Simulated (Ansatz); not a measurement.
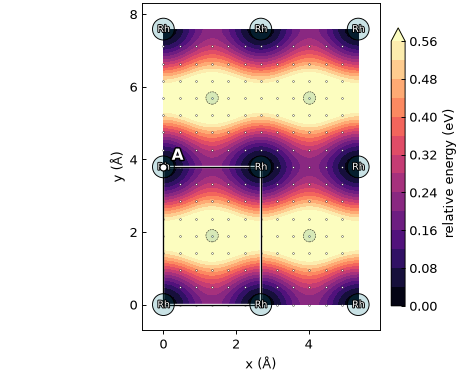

H on a Rh(110) slab cut from the Fm-3m phase, its upper half relaxed before the scan (8 atoms of substrate and one adsorbate in a 2 × 1 cell). 
- H is moved over the surface cell at a fixed height above a rigid substrate; the origin of the map has the adsorbate above Rh7; the height is held at 2.50 Å.
- Places are given modulo a cell vector. The map is drawn in real space over the plane of the surface.
- The scan uses a 6 × 8 grid; 20 points were computed and 28 follow by symmetry.
- Places are given in fractions of the 1 × 1 surface cell.
- Energies: eV, counted from the lowest grid point.
- The runs have no spin polarisation, so an open-shell adsorbate far from the surface lies too high. At a fixed height the lowest place need not be the adsorption site.
- The calculation used DFT PBE+D3(BJ), scalar-relativistic, plane waves, PAW (Ansatz). Settings: cutoff 420 eV, k-mesh 5×7×1, gaussian smearing 0.1 eV, no spin polarisation.

In the figure: filled contours, dots at the grid points, labelled circles for the atoms of the top layer and small ones for the second layer, the outline of one cell of the 2 × 2 shown, one colour for all values above the top of the scale, the point A. Between grid points the surface is interpolated.

What is the easiest way out of the well at A, and how high is the barrier?

Answer. The easiest path leads from the well at the top site over a surface Rh atom, (0/6, 0/8) of the cell vectors to its copy one period on. Its highest point lies about 0.22 eV above the bottom of the first well on the interpolated surface, at a bridge site between two Rh atoms, (3/6, 0/8) of the cell vectors. This is the barrier on the constrained surface; relaxing the other coordinates would change it.

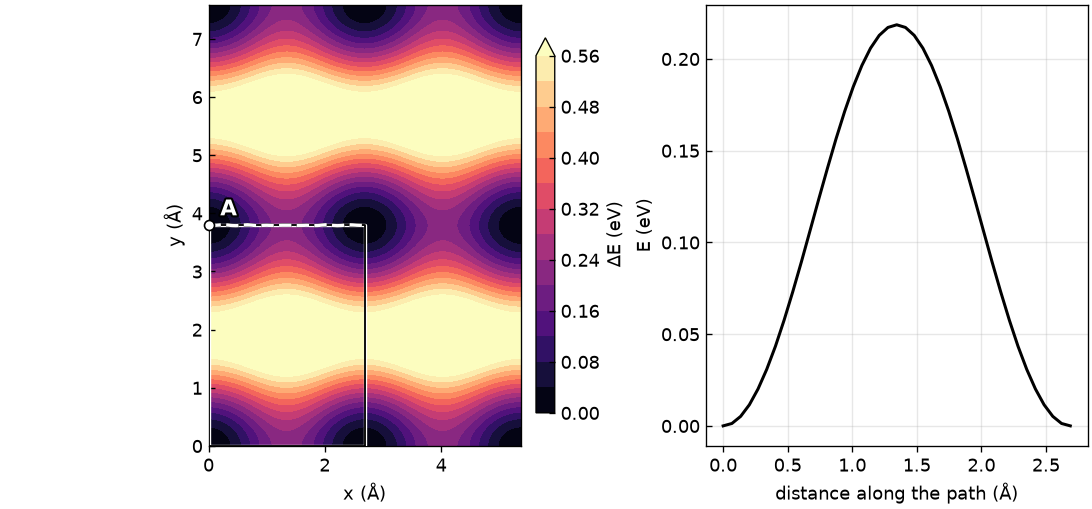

The picture shows filled contours, a line along the lowest path, the outline of one cell of the 2 × 2 shown, one colour for all values above the top of the scale, the energy along the path at the right. Between grid points the surface is interpolated.

PAW datasets: the set soft_1.
